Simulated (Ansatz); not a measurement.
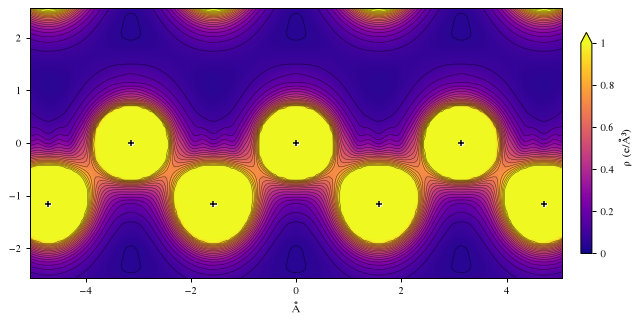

The valence electron density on a plane through atoms (crosses mark nuclei in the plane).

Computed with Ansatz 0.2.0, DFT LDA, scalar-relativistic, plane waves, PAW.

Candidates:
A. AlGaN2, a = 3.14 Å, b = 3.14 Å, c = 4.42 Å, α = 90.00°, β = 90.00°, γ = 90.00°. Space group P-4m2; a structure from a database of computed crystals, not necessarily the ambient phase; computed pressure about −5 GPa in this cell.
B. SnO2, a = 4.70 Å, b = 5.70 Å, c = 5.20 Å, α = 90.00°, β = 90.00°, γ = 90.00°. Space group Pbcn; a structure from a database of computed crystals, not necessarily the ambient phase.

Which system is this?

Candidate A: AlGaN2 on the (010) plane of the conventional cell, which holds Ga and N. Ga–N (1.95 Å): ρ is about 0.74 e/Å³ halfway.
